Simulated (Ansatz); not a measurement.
**Si$_{4}$Ge: density, localisation and related maps**

```
Si Ge
1.0
     3.90392    0.00000    0.00000
    -1.95196    3.38089    0.00000
     0.00000    0.00000   47.80067
Si Ge
24 6
Direct
  0.00000 0.00000 0.22422
  0.66667 0.33333 0.55756
  0.33333 0.66667 0.89089
  0.00000 0.00000 0.02481
  0.66667 0.33333 0.35814
  0.33333 0.66667 0.69148
  0.33333 0.66667 0.04098
  0.00000 0.00000 0.37431
  0.66667 0.33333 0.70764
  0.66667 0.33333 0.30852
  0.33333 0.66667 0.64186
  0.00000 0.00000 0.97519
  0.33333 0.66667 0.29236
  0.00000 0.00000 0.62569
  0.66667 0.33333 0.95902
  0.66667 0.33333 0.10911
  0.33333 0.66667 0.44244
  0.00000 0.00000 0.77578
  0.00000 0.00000 0.17478
  0.66667 0.33333 0.50811
  0.33333 0.66667 0.84145
  0.66667 0.33333 0.15855
  0.33333 0.66667 0.49189
  0.00000 0.00000 0.82522
  0.33333 0.66667 0.24162
  0.00000 0.00000 0.57495
  0.66667 0.33333 0.90829
  0.33333 0.66667 0.09171
  0.00000 0.00000 0.42505
  0.66667 0.33333 0.75838
```

Space group R-3m; a generated structure, not necessarily the stable one.

Theory: DFT PBE, scalar-relativistic, plane waves, PAW (Ansatz).

Core electrons are frozen (PAW), and the valence fields are smoothed inside the atomic spheres.

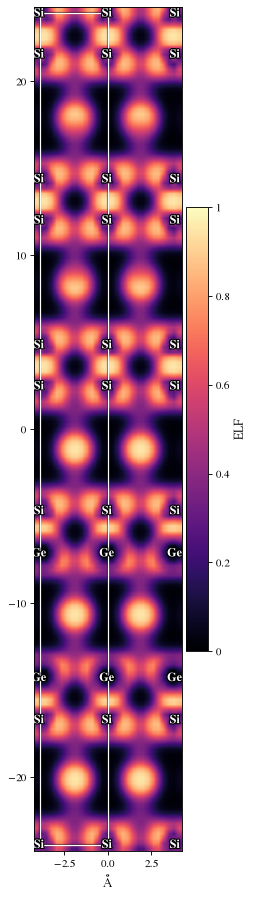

Figure 1. ELF on the (100) plane of the conventional cell.

Interpret the plot.

Answer. The section cuts through Si and Ge sites. Si–Si (2.36 Å): the ELF peaks at about 0.95 between the atoms (a covalent bond). Si–Ge (2.43 Å): the ELF peaks at about 0.90 between the atoms: localised, covalent bonding.

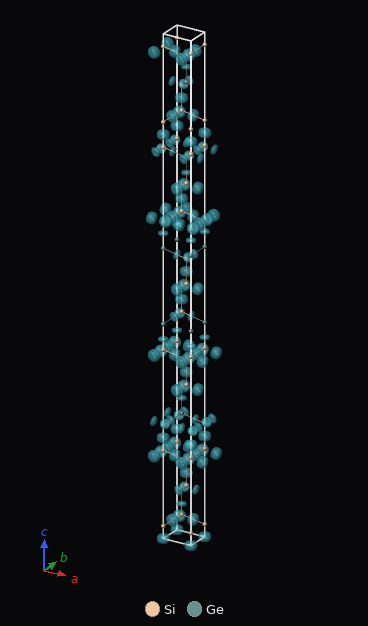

Figure 2. Isosurface of the electron localisation function at 0.85 (cyan), seen slightly off an axis. Only the valence region is drawn (cores and ρ < 0.01 e/Å³ removed). Sticks mark near contacts.

Where are the electrons localised?

Answer. The ELF exceeds this value in 24 regions between bonded Ge–Si atoms (shared pairs) and 36 regions between bonded Si–Si atoms (shared pairs), counted in one cell of 30 atoms. Regions shared between cells count once. Profiles from the grid: Si–Ge (2.40 Å): the ELF peaks at about 0.90 between the atoms, as expected for localised, covalent bonding.

Does the calculation give a band gap?

Answer. It is gapped, with a Kohn–Sham gap of 0.55 eV on the k-point mesh, an upper bound to the gap of this method.
